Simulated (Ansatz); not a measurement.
## AlNi: 7 runs along one coordinate

System: AlNi (2 atoms in the cell).
Method: DFT, PBEsol, PAW with Ansatz's default frozen-core files, scalar-relativistic; elastic constants from stresses of strained cells, no spin polarisation (Ansatz 0.2.0).

The 7 runs differ only in the geometry, by an even scaling of the cell at fixed fractional positions. The structure derives from an entry of the Crystallography Open Database.

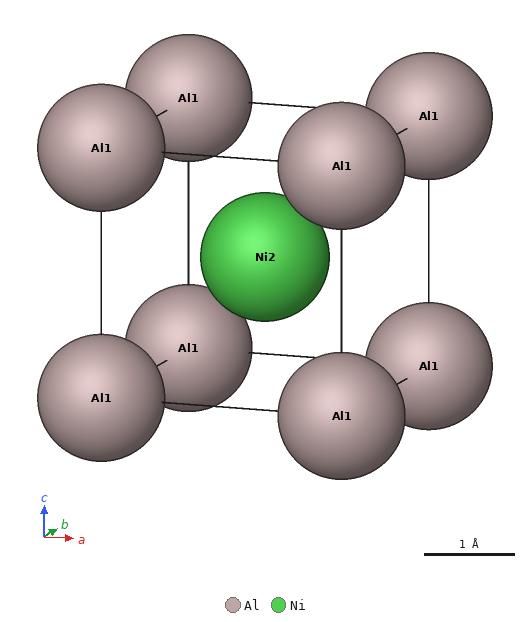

Figure 1. The structure of run 4 (spheres-only view of the cell of the calculation, seen slightly off an axis; atoms are numbered from 1 in the order of the input).

**Input of run 4**
```yaml
crystal:
  lattice:
    - [2.84126425134, 0.0, 0.0]
    - [0.0, 2.84126425134, 0.0]
    - [0.0, 0.0, 2.84126425134]
  atoms:
    - { symbol: Al, position: [0.0, 0.0, 0.0] }
    - { symbol: Ni, position: [0.5, 0.5, 0.5] }
kpoints:
  mp_grid: { grid: [16, 16, 16] }
scf:
  occupations: { method: fermi_dirac, width: 0.05 }
hamiltonian:
  xc: pbesol
  pseudopotentials: { kind: paw }
elastic:
  mode: relaxed_ion
  stencil: two_point
  amplitude: 0.005
```

Command:
```bash
ansatz run input.yaml --threads 1 --pin off --max-ram 3072MiB --backend cpu --events-out ev --progress --plain --runs-dir out
```

Run 3 differs from it as follows:
```diff
-    - [2.84126425134, 0.0, 0.0]
-    - [0.0, 2.84126425134, 0.0]
-    - [0.0, 0.0, 2.84126425134]
+    - [2.82686797237, 0.0, 0.0]
+    - [0.0, 2.82686797237, 0.0]
+    - [0.0, 0.0, 2.82686797237]
```

**Results, with one run withheld**

```tsv
run	volume per atom (Å³)	free energy per atom, from the lowest run given (meV)	pressure (GPa)
1	10.890	36.43	14.96
2	11.134	17.54	9.99
3	11.295	?	?
4	11.468	3.11	3.99
5	11.591	0.82	2.01
6	11.657	0.21	1.00
7	11.721	0.00	0.04
```

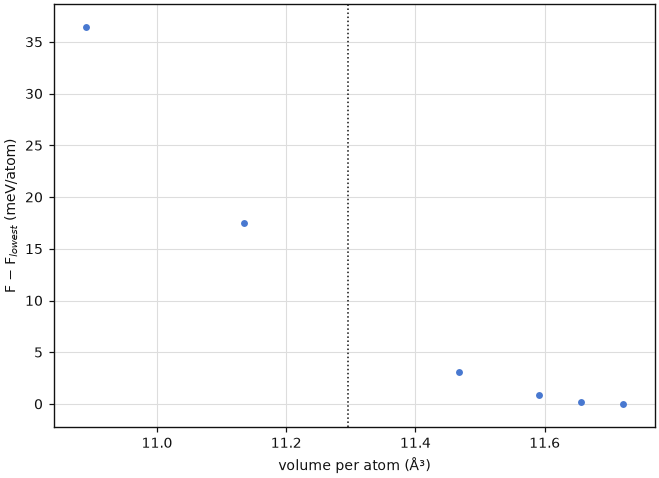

Figure 2. Free energy per atom of the runs given; the dotted line marks run 3.

What should run 3 give?

A cubic polynomial in V^(−2/3) (the Birch–Murnaghan form), fitted to the 6 runs given, misses them by at most 0.01 meV per atom. With x = V^(−2/3) − 0.19738 Å⁻², it reads F = 4.9394 + 2751.3 x + 3.8351e+05 x² − 15291 x³ (meV per atom). At run 3 it gives 9.03 meV per atom, and the run itself gives 9.03. The slope of the fit gives a pressure −dF/dV of 6.99 GPa there, and the run prints 6.99 GPa. The fit has no minimum inside this range.

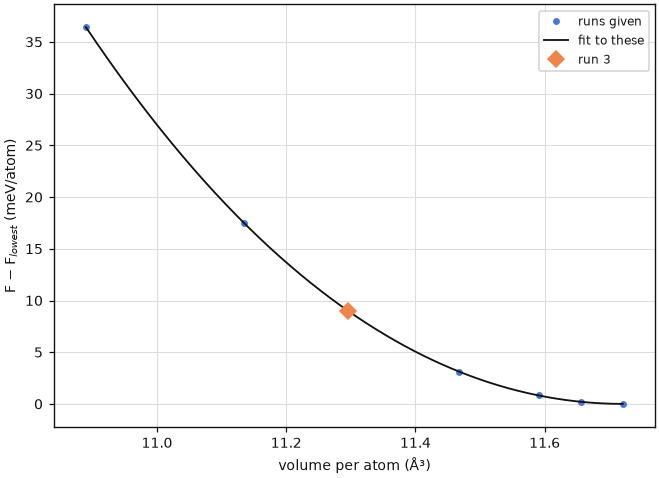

Figure 3. The fit and the withheld run.

**Output, shortened to warnings, some set-up lines, iterations and results (run 3)**
```
Basis set: ecut = 420 eV, 461 PW (Γ), exchange–correlation on 40×40×40 points (8 copies of the dense FFT grid, shifted against one another)
Symmetry: 48 space group operations
k-points: 165 of 4096
Initial density: superposition of atomic densities (neutral atoms: chi_scale 0, normalization atom), corrected by the library's trained network
[...]
SCF iter   1: F=—  HF=-6330.856742 eV  |F-HF|=—  |Δ(HF+E_count)|=         —  Δρ=2.04e-2  dr2=5.45e-2  ethr=1.77e-3  ⟨swp⟩=5.1  Hψ=11506  notcnv=0
SCF iter   2: F=—  HF=-6330.850076 eV  |F-HF|=—  |Δ(HF+E_count)|=   6.67e-3  Δρ=7.20e-3  dr2=7.74e-3  ethr=2.60e-4  ⟨swp⟩=2.0  Hψ=4476  notcnv=0  defer=32
SCF iter   3: F=—  HF=-6330.849156 eV  |F-HF|=—  |Δ(HF+E_count)|=   9.20e-4  Δρ=1.10e-3  dr2=2.01e-4  ethr=3.69e-5  ⟨swp⟩=1.3  Hψ=2548  notcnv=0  defer=32
SCF iter   4: F=—  HF=-6330.849129 eV  |F-HF|=—  |Δ(HF+E_count)|=   2.65e-5  Δρ=8.45e-5  dr2=5.64e-7  ethr=9.58e-7  ⟨swp⟩=1.5  Hψ=2738  notcnv=0  defer=32
SCF iter   5: F=—  HF=-6330.849153 eV  |F-HF|=—  |Δ(HF+E_count)|=   2.33e-5  Δρ=6.73e-6  dr2=6.57e-9  ethr=2.68e-9  ⟨swp⟩=2.0  Hψ=4007  notcnv=0  defer=32
[... 30 lines ...]
SCF iter   4: F=—  HF=-6330.848900 eV  |F-HF|=—  |Δ(HF+E_count)|=  9.40e-10  Δρ=5.37e-7  dr2=7.45e-11  ethr=1.01e-11  ⟨swp⟩=1.8  Hψ=12217  notcnv=0  defer=54
SCF iter   5: F=—  HF=-6330.848900 eV  |F-HF|=—  |Δ(HF+E_count)|=  8.19e-12  Δρ=3.45e-7  dr2=2.47e-11  ethr=3.55e-13 (applied; sched 1.00e-12)  ⟨swp⟩=1.2  Hψ=10168  notcnv=0  …
SCF iter   6: F=—  HF=-6330.848900 eV  |F-HF|=—  |Δ(HF+E_count)|=  3.64e-12  Δρ=8.71e-8  dr2=1.55e-12  ethr=1.18e-13 (applied; sched 1.00e-12)  ⟨swp⟩=2.2  Hψ=13167  notcnv=0  …
SCF iter   7: F=-6330.848900 eV  HF=-6330.848900 eV  |F-HF|=9.09e-13  |Δ(HF+E_count)|=  9.09e-13  Δρ=1.64e-8  dr2=5.63e-14  ethr=1.00e-12  ⟨swp⟩=3.0  Hψ=35050  notcnv=0
SCF 5 converged in 7 iterations: F = -6330.848900 eV  dr2 = 5.63e-14
SCF converged after 8 iterations
Free energy (F): -6330.849153 eV
Harris-Foulkes:  -6330.849153 eV  (|F-HF|=1.82e-12)
Internal energy: -6330.842964 eV  (E = F + TS)
E sigma→0 (E₀):  -6330.846058 eV
Entropy (-TS):   -0.006189 eV (-3.094 meV/atom)
Fermi energy:    14.850994 eV
--- Per-component energies (eV) ---
  E_band       = -320.100841
  E_kinetic    = 313.644505
  E_local      = -4366.257793  (includes V_loc(G=0)·N_el)
  E_nonlocal   = 648.543874
  E_hartree    = 1879.197642
  E_xc         = -126.611321
  E_vxc        = -142.053012  (∫ρ·V_xc dr)
  E_paw        = -2052.603324  (= ΣΔE_a)
  E_vpaw       = -532.374154  (= ΣTr[D̂ρ^β])
  E_aug_tail   = 0.000442  (compensation charges beyond the density's cutoff)
  E_ewald      = -2626.973416
  E_core_change = 0.216428  (= ΣΔE_core)
  E_smearing   = -0.006189  (= −TS)
  E_closure    = -0.000000  (closes the sum)
  Σ components = -6330.849153   (vs F -6330.849153, Δ=0.00e0)
--- Forces (eV/Å), atoms counted from 1 ---
  atom   1  Al     0.00000000     0.00000000    -0.00000000
  atom   2  Ni     0.00000000    -0.00000000     0.00000000
  max |Σ_I F_I| component: 1.70e-29 eV/Å
--- Stress (GPa, compression-positive) ---
        6.985687       0.000000       0.000000
        0.000000       6.985687       0.000000
        0.000000       0.000000       6.985687
  P = ⅓ Tr σ = 6.9857 GPa (69.857 kbar)
--- Elastic constants: 2 strain directions × 2 members + reference (group order 48) ---
  dense FFT box of the reference and of every strained cell: 20×20×20
  strains applied: 11, 23; error gains: componentwise 1.00 (the most a stress slope's error grows in a printed constant), spectral 1.73 (1 for all six strains in a standard setting)
  C = ∂σ_k/∂η_j (tension-positive GPa; Voigt order 11 22 33 23 13 12):
       273.948    167.264    167.264     -0.000     -0.000     -0.000
       167.264    273.948    167.264     -0.000     -0.000     -0.000
       167.264    167.264    273.948     -0.000     -0.000     -0.000
        -0.000     -0.000     -0.000    141.590      0.000      0.000
         0.000      0.000     -0.000      0.000    141.590      0.000
         0.000     -0.000      0.000      0.000      0.000    141.590
  reference stress σ⁰ (GPa):     -6.986     -6.986     -6.986     -0.000     -0.000     -0.000
  C* (energy form; C + prestress term) asymmetry max|C*_kj − C*_jk| = 5.684e-14 GPa — a small one proves nothing (zero by symmetry where the batch's group is 432, −43m or m−3m); a large one is finite-difference/SCF noise where every solve meets its electron count
  moduli (Voigt/Reuss/Hill, GPa): K = 202.83/202.83/202.83   G = 106.29/85.21/95.75   E = 248.19   ν = 0.296
  mechanically stable: yes (min eigenvalue of sym C = 106.68 GPa)
[...]
```

Notes: The run has no spin polarisation, so a magnetic state may lie lower.
